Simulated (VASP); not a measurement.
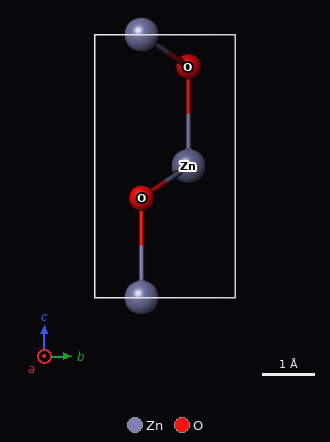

The input geometry (ball-and-stick view of the cell of the calculation, along the a axis). Near neighbours in the crystal (not all of them lie inside the picture): Zn has 4 O at 1.94 to 1.95 Å; O has 4 Zn at 1.94 to 1.95 Å.

# Run report: ZnO, elastic calculation (part 1 of 4)

System: ZnO (P6₃mc, 4 atoms in the cell).
Method: Kohn-Sham DFT of a periodic cell, LDA, VASP PAW LDA potentials, recommended, no spin polarisation (VASP 6.6.1).

The structure derives from an entry of the Crystallography Open Database. It belongs to a series of runs on one base structure; here: elastic and piezoelectric constants, atoms relaxed.

**OSZICAR**
```
N       E                     dE             d eps       ncg     rms          rms(c)
DAV:   1     0.307803100186E+03    0.30780E+03   -0.19921E+04  2536   0.226E+03
DAV:   2     0.895085914510E+01   -0.29885E+03   -0.28004E+03  2600   0.439E+02
DAV:   3    -0.235544957769E+02   -0.32505E+02   -0.32043E+02  2766   0.146E+02
DAV:   4    -0.242351319527E+02   -0.68064E+00   -0.67880E+00  2780   0.209E+01
DAV:   5    -0.242385891976E+02   -0.34572E-02   -0.34570E-02  2694   0.157E+00    0.156E+01
DAV:   6    -0.210632717388E+02    0.31753E+01   -0.59811E+00  3968   0.608E+01    0.100E+01
DAV:   7    -0.212267230789E+02   -0.16345E+00   -0.26992E+00  2592   0.164E+01    0.586E+00
DAV:   8    -0.212111311840E+02    0.15592E-01   -0.54764E-01  3346   0.716E+00    0.165E+00
DAV:   9    -0.211594320518E+02    0.51699E-01   -0.10296E-01  3638   0.667E+00    0.317E-01
DAV:  10    -0.211616512764E+02   -0.22192E-02   -0.35404E-02  2538   0.131E+00    0.926E-02
DAV:  11    -0.211615923800E+02    0.58896E-04   -0.41740E-04  3158   0.293E-01    0.224E-02
DAV:  12    -0.211615917634E+02    0.61661E-06   -0.67797E-05  3038   0.262E-01    0.807E-03
DAV:  13    -0.211615926448E+02   -0.88143E-06   -0.81780E-06  3682   0.842E-02    0.102E-02
DAV:  14    -0.211615912204E+02    0.14244E-05   -0.40323E-06  2614   0.169E-02    0.181E-03
DAV:  15    -0.211615912274E+02   -0.69249E-08   -0.29453E-07  2574   0.416E-03    0.110E-03
DAV:  16    -0.211615912100E+02    0.17343E-07   -0.32233E-08  2570   0.165E-03    0.260E-04
DAV:  17    -0.211615912069E+02    0.31405E-08   -0.35244E-09  1288   0.964E-04
   1 F= -.21161591E+02 E0= -.21161591E+02  d E =-.416225E-85
 Found     4 degrees of freedom:
 Adding 6 more for cell shape distortion
       N       E                     dE             d eps       ncg     rms          rms(c)
DAV:   1    -0.212793047082E+02   -0.11771E+00   -0.23618E+00  6354   0.220E+01    0.254E+00
DAV:   2    -0.211800400570E+02    0.99265E-01   -0.36800E-01  6250   0.114E+01    0.112E+00
DAV:   3    -0.211626166232E+02    0.17423E-01   -0.96027E-03  6594   0.189E+00    0.583E-01
DAV:   4    -0.211566331312E+02    0.59835E-02   -0.69306E-03  7160   0.126E+00    0.641E-02
DAV:   5    -0.211567557353E+02   -0.12260E-03   -0.19592E-03  5446   0.438E-01    0.299E-02
DAV:   6    -0.211567517100E+02    0.40254E-05   -0.38453E-05  6184   0.152E-01    0.174E-02
DAV:   7    -0.211567514558E+02    0.25417E-06   -0.11215E-05  7468   0.425E-02    0.321E-03
DAV:   8    -0.211567516304E+02   -0.17463E-06   -0.33816E-06  5458   0.188E-02    0.235E-03
DAV:   9    -0.211567516249E+02    0.55679E-08   -0.18366E-07  6172   0.108E-02    0.533E-04
DAV:  10    -0.211567516249E+02   -0.23647E-10   -0.35027E-08  4602   0.389E-03
   2 F= -.21156752E+02 E0= -.21156752E+02  d E =-.779093E-86
       N       E                     dE             d eps       ncg     rms          rms(c)
DAV:   1    -0.216477469132E+02   -0.49100E+00   -0.81426E+00  6482   0.417E+01    0.518E+00
DAV:   2    -0.212375207719E+02    0.41023E+00   -0.14611E+00  6186   0.234E+01    0.223E+00
DAV:   3    -0.211698963951E+02    0.67624E-01   -0.50717E-02  6526   0.286E+00    0.114E+00
DAV:   4    -0.211462717311E+02    0.23625E-01   -0.22882E-02  7394   0.257E+00    0.137E-01
DAV:   5    -0.211467515281E+02   -0.47980E-03   -0.78243E-03  5494   0.851E-01    0.811E-02
DAV:   6    -0.211467244531E+02    0.27075E-04   -0.47029E-04  6982   0.316E-01    0.382E-02
DAV:   7    -0.211467088279E+02    0.15625E-04   -0.96263E-05  5882   0.965E-02    0.775E-03
DAV:   8    -0.211467098725E+02   -0.10446E-05   -0.10836E-05  5454   0.285E-02    0.559E-03
DAV:   9    -0.211467096396E+02    0.23291E-06   -0.98093E-07  7102   0.134E-02    0.742E-04
DAV:  10    -0.211467096474E+02   -0.78498E-08   -0.82404E-08  5344   0.226E-03
   3 F= -.21146710E+02 E0= -.21146710E+02  d E =-.599646E-90
       N       E                     dE             d eps       ncg     rms          rms(c)
DAV:   1    -0.215450541693E+02   -0.39834E+00   -0.69471E+00  6242   0.427E+01    0.454E+00
DAV:   2    -0.212123311241E+02    0.33272E+00   -0.12426E+00  6210   0.211E+01    0.184E+00
DAV:   3    -0.211725526369E+02    0.39778E-01   -0.29671E-02  7018   0.372E+00    0.102E+00
DAV:   4    -0.211566115324E+02    0.15941E-01   -0.16396E-02  7930   0.198E+00    0.111E-01
DAV:   5    -0.211567798552E+02   -0.16832E-03   -0.43444E-03  5470   0.643E-01    0.402E-02
DAV:   6    -0.211567799339E+02   -0.78689E-07   -0.94462E-05  5744   0.248E-01    0.249E-02
DAV:   7    -0.211567804225E+02   -0.48862E-06   -0.30614E-05  7336   0.599E-02    0.508E-03
DAV:   8    -0.211567804012E+02    0.21329E-07   -0.63998E-06  5446   0.337E-02    0.307E-03
DAV:   9    -0.211567804281E+02   -0.26871E-07   -0.49911E-07  6326   0.230E-02    0.135E-03
DAV:  10    -0.211567804105E+02    0.17571E-07   -0.14309E-07  6200   0.992E-03    0.192E-04
DAV:  11    -0.211567804109E+02   -0.39654E-09   -0.94824E-09  2780   0.149E-03
   4 F= -.21156780E+02 E0= -.21156780E+02  d E =-.725484E-85
       N       E                     dE             d eps       ncg     rms          rms(c)
DAV:   1    -0.216478473610E+02   -0.49107E+00   -0.81537E+00  6444   0.417E+01    0.518E+00
DAV:   2    -0.212375901868E+02    0.41026E+00   -0.14580E+00  6192   0.233E+01    0.223E+00
DAV:   3    -0.211699093719E+02    0.67681E-01   -0.50032E-02  6514   0.289E+00    0.114E+00
DAV:   4    -0.211462056923E+02    0.23704E-01   -0.22843E-02  7294   0.262E+00    0.136E-01
DAV:   5    -0.211466843391E+02   -0.47865E-03   -0.78355E-03  5496   0.857E-01    0.822E-02
DAV:   6    -0.211466538424E+02    0.30497E-04   -0.49371E-04  7042   0.326E-01    0.389E-02
DAV:   7    -0.211466374179E+02    0.16424E-04   -0.10025E-04  5642   0.984E-02    0.768E-03
DAV:   8    -0.211466383512E+02   -0.93332E-06   -0.98355E-06  5508   0.257E-02    0.521E-03
DAV:   9    -0.211466381685E+02    0.18276E-06   -0.72561E-07  6568   0.906E-03    0.803E-04
DAV:  10    -0.211466381742E+02   -0.57207E-08   -0.67717E-08  5338   0.229E-03
   5 F= -.21146638E+02 E0= -.21146638E+02  d E =-.938405E-48
       N       E                     dE             d eps       ncg     rms          rms(c)
DAV:   1    -0.215419801441E+02   -0.39534E+00   -0.58336E+00  2986   0.417E+01    0.450E+00
DAV:   2    -0.212106128837E+02    0.33137E+00   -0.11498E+00  2996   0.208E+01    0.182E+00
DAV:   3    -0.211720645628E+02    0.38548E-01   -0.27566E-02  3474   0.377E+00    0.101E+00
DAV:   4    -0.211558200433E+02    0.16245E-01   -0.15021E-02  3854   0.205E+00    0.104E-01
DAV:   5    -0.211559360363E+02   -0.11599E-03   -0.43130E-03  2624   0.659E-01    0.410E-02
DAV:   6    -0.211559184846E+02    0.17552E-04   -0.12926E-04  2776   0.248E-01    0.221E-02
DAV:   7    -0.211558631055E+02    0.55379E-04   -0.35076E-05  2908   0.595E-02    0.579E-03
DAV:   8    -0.211558627674E+02    0.33805E-06   -0.69998E-06  2704   0.278E-02    0.262E-03
DAV:   9    -0.211558568331E+02    0.59343E-05   -0.42843E-07  3422   0.140E-02    0.718E-04
DAV:  10    -0.211558559724E+02    0.86069E-06   -0.97302E-08  2724   0.442E-03    0.294E-04
DAV:  11    -0.211558554366E+02    0.53578E-06   -0.38601E-09  1292   0.123E-03    0.503E-05
DAV:  12    -0.211558552295E+02    0.20712E-06   -0.35119E-09  1264   0.579E-04    0.674E-05
DAV:  13    -0.211558552226E+02    0.69158E-08   -0.55427E-10  1254   0.436E-04
   6 F= -.21155855E+02 E0= -.21155855E+02  d E =-.156506E-46
       N       E                     dE             d eps       ncg     rms          rms(c)
DAV:   1    -0.216546938059E+02   -0.49884E+00   -0.97299E+00  3078   0.424E+01    0.521E+00
DAV:   2    -0.212426109834E+02    0.41208E+00   -0.15760E+00  2980   0.237E+01    0.223E+00
DAV:   3    -0.211703132977E+02    0.72298E-01   -0.56394E-02  2980   0.290E+00    0.114E+00
DAV:   4    -0.211450253650E+02    0.25288E-01   -0.26842E-02  3422   0.255E+00    0.142E-01
DAV:   5    -0.211455233349E+02   -0.49797E-03   -0.81465E-03  2606   0.830E-01    0.797E-02
DAV:   6    -0.211454942561E+02    0.29079E-04   -0.37840E-04  3366   0.368E-01    0.379E-02
DAV:   7    -0.211454813456E+02    0.12911E-04   -0.10042E-04  2748   0.101E-01    0.788E-03
DAV:   8    -0.211454819797E+02   -0.63403E-06   -0.86690E-06  2580   0.272E-02    0.559E-03
DAV:   9    -0.211454818052E+02    0.17450E-06   -0.12432E-06  3326   0.150E-02    0.766E-04
DAV:  10    -0.211454818108E+02   -0.55925E-08   -0.10546E-07  2514   0.306E-03    0.371E-04
DAV:  11    -0.211454818106E+02    0.14461E-09   -0.44335E-09  1260   0.126E-03
   7 F= -.21145482E+02 E0= -.21145482E+02  d E =-.696264E-20
       N       E                     dE             d eps       ncg     rms          rms(c)
DAV:   1    -0.213126076583E+02   -0.16713E+00   -0.34350E+00 10348   0.237E+01    0.283E+00
DAV:   2    -0.211934791515E+02    0.11913E+00   -0.43919E-01 10318   0.122E+01    0.133E+00
DAV:   3    -0.211662867264E+02    0.27192E-01   -0.15774E-02 11166   0.209E+00    0.654E-01
DAV:   4    -0.211582480554E+02    0.80387E-02   -0.10826E-02 11956   0.150E+00    0.775E-02
DAV:   5    -0.211584281593E+02   -0.18010E-03   -0.27101E-03  8956   0.529E-01    0.357E-02
DAV:   6    -0.211584226091E+02    0.55501E-05   -0.67614E-05 10474   0.180E-01    0.190E-02
DAV:   7    -0.211584214178E+02    0.11913E-05   -0.20764E-05 12642   0.533E-02    0.567E-03
DAV:   8    -0.211584214234E+02   -0.55461E-08   -0.44710E-06  9002   0.187E-02    0.214E-03
DAV:   9    -0.211584214280E+02   -0.46448E-08   -0.33151E-07  8924   0.618E-03    0.446E-04
DAV:  10    -0.211584214277E+02    0.28285E-09   -0.68384E-09  5096   0.877E-04
   8 F= -.21158421E+02 E0= -.21158421E+02  d E =-.964637E-46
       N       E                     dE             d eps       ncg     rms          rms(c)
DAV:   1    -0.212646013550E+02   -0.10618E+00   -0.18967E+00  9012   0.108E+01    0.223E+00
DAV:   2    -0.211965785440E+02    0.68023E-01   -0.97044E-02  9682   0.476E+00    0.133E+00
DAV:   3    -0.211576397057E+02    0.38939E-01   -0.41764E-02 11850   0.341E+00    0.124E-01
DAV:   4    -0.211584937491E+02   -0.85404E-03   -0.10643E-02  8986   0.884E-01    0.811E-02
DAV:   5    -0.211584202673E+02    0.73482E-04   -0.19554E-04  9508   0.190E-01    0.231E-02
DAV:   6    -0.211584227180E+02   -0.24507E-05   -0.65540E-05  9410   0.990E-02    0.989E-03
DAV:   7    -0.211584217575E+02    0.96053E-06   -0.45952E-06  9262   0.211E-02    0.562E-03
DAV:   8    -0.211584214324E+02    0.32503E-06   -0.14541E-06 10942   0.174E-02    0.129E-03
DAV:   9    -0.211584214571E+02   -0.24664E-07   -0.54120E-07 10466   0.103E-02    0.857E-04
DAV:  10    -0.211584214533E+02    0.37589E-08   -0.20975E-08  6010   0.163E-03
   9 F= -.21158421E+02 E0= -.21158421E+02  d E =-.131299E-50
       N       E                     dE             d eps       ncg     rms          rms(c)
DAV:   1    -0.212102791565E+02   -0.51858E-01   -0.16709E+00  7420   0.103E+01    0.150E+00
DAV:   2    -0.211811208459E+02    0.29158E-01   -0.56062E-02  7858   0.359E+00    0.907E-01
DAV:   3    -0.211592585746E+02    0.21862E-01   -0.15215E-02 10518   0.239E+00    0.680E-02
DAV:   4    -0.211596725396E+02   -0.41396E-03   -0.49143E-03  7702   0.613E-01    0.508E-02
DAV:   5    -0.211596783875E+02   -0.58479E-05   -0.10266E-04  7914   0.873E-02    0.123E-02
DAV:   6    -0.211596739060E+02    0.44814E-05   -0.27493E-05  7808   0.501E-02    0.478E-03
DAV:   7    -0.211596833865E+02   -0.94804E-05   -0.28502E-06  7918   0.194E-02    0.259E-03
DAV:   8    -0.211596911660E+02   -0.77796E-05   -0.57315E-07  7904   0.803E-03    0.614E-04
DAV:   9    -0.211596931615E+02   -0.19955E-05   -0.16465E-07  7656   0.368E-03    0.461E-04
DAV:  10    -0.211596937306E+02   -0.56904E-06   -0.50712E-09  3820   0.103E-03    0.220E-04
DAV:  11    -0.211596952712E+02   -0.15406E-05   -0.35373E-09  3718   0.964E-04    0.821E-05
DAV:  12    -0.211596953966E+02   -0.12538E-06   -0.16383E-09  3686   0.661E-04    0.326E-05
DAV:  13    -0.211596954218E+02   -0.25178E-07   -0.38490E-10  3680   0.297E-04    0.251E-05
DAV:  14    -0.211596954420E+02   -0.20275E-07   -0.11389E-10  3670   0.217E-04    0.129E-05
DAV:  15    -0.211596954693E+02   -0.27241E-07   -0.40526E-11  3662   0.825E-05    0.585E-06
DAV:  16    -0.211596954797E+02   -0.10410E-07   -0.10594E-11  3660   0.462E-05    0.268E-06
DAV:  17    -0.211596954806E+02   -0.90495E-09   -0.32127E-12  3658   0.215E-05
  10 F= -.21159695E+02 E0= -.21159695E+02  d E =-.831403E-62
       N       E                     dE             d eps       ncg     rms          rms(c)
DAV:   1    -0.212469219783E+02   -0.87226E-01   -0.21449E+00  7692   0.112E+01    0.218E+00
DAV:   2    -0.211919261964E+02    0.54996E-01   -0.78892E-02  8000   0.449E+00    0.130E+00
DAV:   3    -0.211591129637E+02    0.32813E-01   -0.24700E-02 10334   0.312E+00    0.106E-01
DAV:   4    -0.211597316793E+02   -0.61872E-03   -0.72186E-03  7600   0.755E-01    0.759E-02
DAV:   5    -0.211596972107E+02    0.34469E-04   -0.12444E-04  8088   0.119E-01    0.290E-02
DAV:   6    -0.211596958070E+02    0.14037E-05   -0.31807E-05  9404   0.896E-02    0.682E-03
DAV:   7    -0.211596956537E+02    0.15332E-06   -0.46383E-06  7602   0.188E-02    0.421E-03
DAV:   8    -0.211596954727E+02    0.18098E-06   -0.69593E-07  9952   0.124E-02    0.888E-04
DAV:   9    -0.211596954821E+02   -0.93751E-08   -0.24088E-07  7774   0.613E-03    0.393E-04
DAV:  10    -0.211596954814E+02    0.66757E-09   -0.11110E-08  3798   0.107E-03
  11 F= -.21159695E+02 E0= -.21159695E+02  d E =-.141346E-12
       N       E                     dE             d eps       ncg     rms          rms(c)
DAV:   1    -0.212041623022E+02   -0.44467E-01   -0.15053E+00  7726   0.913E+00    0.149E+00
DAV:   2    -0.211777411524E+02    0.26421E-01   -0.44460E-02  7858   0.323E+00    0.902E-01
DAV:   3    -0.211594450573E+02    0.18296E-01   -0.11663E-02 10450   0.226E+00    0.663E-02
DAV:   4    -0.211597552601E+02   -0.31020E-03   -0.38200E-03  7664   0.536E-01    0.483E-02
DAV:   5    -0.211597092100E+02    0.46050E-04   -0.69970E-05  8010   0.848E-02    0.127E-02
DAV:   6    -0.211596960788E+02    0.13131E-04   -0.19842E-05  7870   0.491E-02    0.444E-03
DAV:   7    -0.211596956088E+02    0.47006E-06   -0.18734E-06  7804   0.140E-02    0.218E-03
DAV:   8    -0.211596951273E+02    0.48148E-06   -0.37465E-07  9112   0.755E-03    0.551E-04
DAV:   9    -0.211596951467E+02   -0.19420E-07   -0.10505E-07  7560   0.379E-03    0.313E-04
DAV:  10    -0.211596952030E+02   -0.56324E-07   -0.47708E-09  3750   0.658E-04    0.167E-04
DAV:  11    -0.211596952409E+02   -0.37895E-07   -0.15861E-09  3694   0.601E-04    0.470E-05
DAV:  12    -0.211596952427E+02   -0.17690E-08   -0.66825E-10  3696   0.364E-04
  12 F= -.21159695E+02 E0= -.21159695E+02  d E =-.918574E-66
       N       E                     dE             d eps       ncg     rms          rms(c)
DAV:   1    -0.212473215110E+02   -0.87626E-01   -0.20054E+00  7904   0.109E+01    0.218E+00
DAV:   2    -0.211919433557E+02    0.55378E-01   -0.74745E-02  8144   0.436E+00    0.130E+00
DAV:   3    -0.211591206523E+02    0.32823E-01   -0.24591E-02 10426   0.313E+00    0.106E-01
DAV:   4    -0.211597317027E+02   -0.61105E-03   -0.71295E-03  7670   0.741E-01    0.754E-02
DAV:   5    -0.211596965921E+02    0.35111E-04   -0.11668E-04  7978   0.120E-01    0.274E-02
DAV:   6    -0.211596957194E+02    0.87273E-06   -0.32326E-05  9318   0.864E-02    0.699E-03
DAV:   7    -0.211596953998E+02    0.31954E-06   -0.41658E-06  7696   0.184E-02    0.406E-03
DAV:   8    -0.211596952389E+02    0.16096E-06   -0.73953E-07  9490   0.117E-02    0.821E-04
DAV:   9    -0.211596952512E+02   -0.12359E-07   -0.24456E-07  8018   0.638E-03    0.323E-04
DAV:  10    -0.211596952509E+02    0.34743E-09   -0.67097E-09  3788   0.708E-04
  13 F= -.21159695E+02 E0= -.21159695E+02  d E =-.376958E-76
       N       E                     dE             d eps       ncg     rms          rms(c)
DAV:   1    -0.211811766436E+02   -0.21481E-01   -0.18860E+00 13130   0.102E+01    0.111E+00
DAV:   2    -0.211685092571E+02    0.12667E-01   -0.29856E-02 13510   0.244E+00    0.663E-01
DAV:   3    -0.211604485787E+02    0.80607E-02   -0.62258E-03 18454   0.156E+00    0.503E-02
DAV:   4    -0.211606303685E+02   -0.18179E-03   -0.20360E-03 13350   0.399E-01    0.375E-02
DAV:   5    -0.211606217557E+02    0.86128E-05   -0.26784E-05 14140   0.570E-02    0.128E-02
DAV:   6    -0.211606216278E+02    0.12794E-06   -0.73766E-06 15832   0.417E-02    0.346E-03
DAV:   7    -0.211606215454E+02    0.82345E-07   -0.96652E-07 13466   0.901E-03    0.191E-03
DAV:   8    -0.211606215123E+02    0.33176E-07   -0.16525E-07 15446   0.567E-03    0.353E-04
DAV:   9    -0.211606215151E+02   -0.27994E-08   -0.50104E-08 12688   0.317E-03
  14 F= -.21160622E+02 E0= -.21160622E+02  d E =-.852814E-85
       N       E                     dE             d eps       ncg     rms          rms(c)
DAV:   1    -0.211597907971E+02    0.83072E-03   -0.23260E+00 13402   0.894E+00    0.312E-01
DAV:   2    -0.211606723601E+02   -0.88156E-03   -0.99249E-03 13490   0.826E-01    0.203E-01
DAV:   3    -0.211606229221E+02    0.49438E-04   -0.82641E-05 17198   0.228E-01    0.140E-02
DAV:   4    -0.211606215824E+02    0.13398E-05   -0.19317E-05 14856   0.996E-02    0.375E-03
DAV:   5    -0.211606215159E+02    0.66426E-07   -0.17431E-06 16362   0.200E-02    0.163E-03
DAV:   6    -0.211606215153E+02    0.60572E-09   -0.29259E-07 16878   0.107E-02    0.525E-04
DAV:   7    -0.211606215172E+02   -0.18354E-08   -0.27078E-08 10212   0.339E-03
  15 F= -.21160622E+02 E0= -.21160622E+02  d E =-.101483E-84
       N       E                     dE             d eps       ncg     rms          rms(c)
DAV:   1    -0.211592819036E+02    0.13396E-02   -0.22451E+00  3346   0.943E+00    0.221E-01
DAV:   2    -0.211600987940E+02   -0.81689E-03   -0.89966E-03  3458   0.904E-01    0.145E-01
DAV:   3    -0.211601136579E+02   -0.14864E-04   -0.22785E-04  3756   0.173E-01    0.406E-02
DAV:   4    -0.211601299139E+02   -0.16256E-04   -0.32113E-05  5484   0.208E-01    0.772E-03
DAV:   5    -0.211601269000E+02    0.30139E-05   -0.17612E-05  4706   0.916E-02    0.285E-03
DAV:   6    -0.211601257265E+02    0.11735E-05   -0.41426E-06  3380   0.287E-02    0.241E-03
DAV:   7    -0.211601240018E+02    0.17247E-05   -0.25954E-07  4502   0.109E-02    0.597E-04
DAV:   8    -0.211601237523E+02    0.24948E-06   -0.55528E-08  3792   0.444E-03    0.236E-04
DAV:   9    -0.211601233764E+02    0.37588E-06   -0.66715E-09  1672   0.189E-03    0.126E-04
DAV:  10    -0.211601232689E+02    0.10748E-06   -0.42561E-09  1644   0.163E-03    0.761E-05
DAV:  11    -0.211601232354E+02    0.33541E-07   -0.98738E-10  1638   0.729E-04    0.151E-05
DAV:  12    -0.211601232228E+02    0.12597E-07   -0.33030E-10  1642   0.591E-04    0.358E-05
DAV:  13    -0.211601232135E+02    0.92423E-08   -0.15499E-10  1634   0.209E-04
  16 F= -.21160123E+02 E0= -.21160123E+02  d E =-.196902E-91
       N       E                     dE             d eps       ncg     rms          rms(c)
DAV:   1    -0.211593116298E+02    0.81159E-03   -0.39584E+00  3332   0.125E+01    0.295E-01
DAV:   2    -0.211603509771E+02   -0.10393E-02   -0.15407E-02  3466   0.158E+00    0.207E-01
DAV:   3    -0.211602124391E+02    0.13854E-03   -0.11026E-03  3730   0.575E-01    0.802E-02
DAV:   4    -0.211601685556E+02    0.43884E-04   -0.88529E-05  4752   0.669E-01    0.108E-02
DAV:   5    -0.211601720518E+02   -0.34963E-05   -0.53794E-05  4446   0.114E-01    0.651E-03
DAV:   6    -0.211601722577E+02   -0.20589E-06   -0.69782E-06  3490   0.237E-02    0.385E-03
DAV:   7    -0.211601721756E+02    0.82108E-07   -0.14200E-06  3412   0.131E-02    0.169E-03
```
